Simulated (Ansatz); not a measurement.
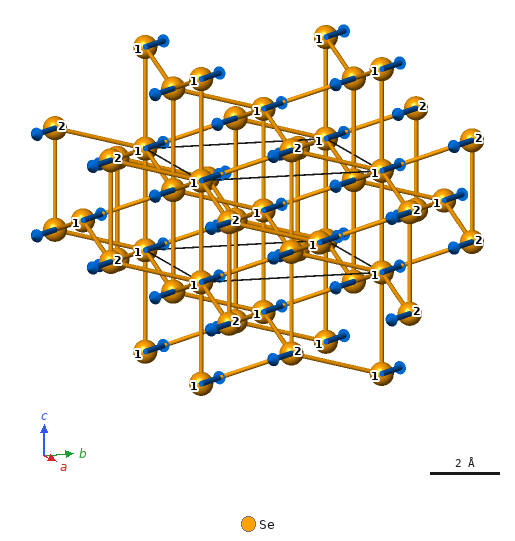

A relaxation of solid Se (a generated structure, set up in I4_1/amd). The starting structure is drawn; blue arrows show the displacements (the part carried along by the change of the cell is left out), 3 times their true length.

A ball-and-stick model of the conventional cell (2 times the calculation's cell), seen slightly off an axis. Lengths and directions refer to the drawn axes.

Phase: beta-Sn type.

Computed with DFT, r2SCAN, plane waves (500 eV) with PAW, scalar-relativistic in Ansatz. (plane-wave cutoff 500 eV; k-point mesh 12 × 12 × 8; occupations fermi dirac; smearing width 0.1 eV; no spin polarisation; cell and atoms relaxed; force threshold 0.01 eV/Å; at most 60 steps)

**What happened in the run?**

The largest moves relative to the cell, 0.49 Å, are those of Se1 and Se2. Se2 goes along [1 −1 0]. The volume changes by +14.7 %, with a = b 5.515 → 6.285 Å (+14.0 %), c 3.011 → 2.829 Å (−6.1 %), α 90.0° → 103.3°, β 90.0° → 103.3°, γ 90.0° → 80.4°. Near-neighbour distances that change, for instance: Se1–Se2 2.859 → 4.044 Å, Se1–Se2 (another image) 2.859 → 2.516 Å, Se1–Se1 3.011 → 2.829 Å. Bond angles that change, for instance: Se2–Se1–Se2 94.0° → 130.9°. The space group (tolerance 0.01 Å) goes from I4_1/amd (No. 141) to C2/c (No. 15). Over 17 accepted moves (21 points after the start) the energy falls by 0.615 eV per cell of the calculation. Largest force component: 0.0038 eV/Å at the start, 0.0016 eV/Å at the end. Pressure: −1.84 GPa at the start and 0.00 GPa at the end. The line search rejected the trial steps at points 4, 16 of the run. The SCF was repeated twice at an unchanged geometry on a basis and grid sized afresh for the cell, which shifted the energy by 3.1 meV per cell of the calculation at most. Cost: 15 min on 1 thread of Intel(R) Xeon(R) Platinum 8259CL CPU @ 2.50GHz (Skylake/Cascade Lake) (shared host), peak memory 0.98 GiB.
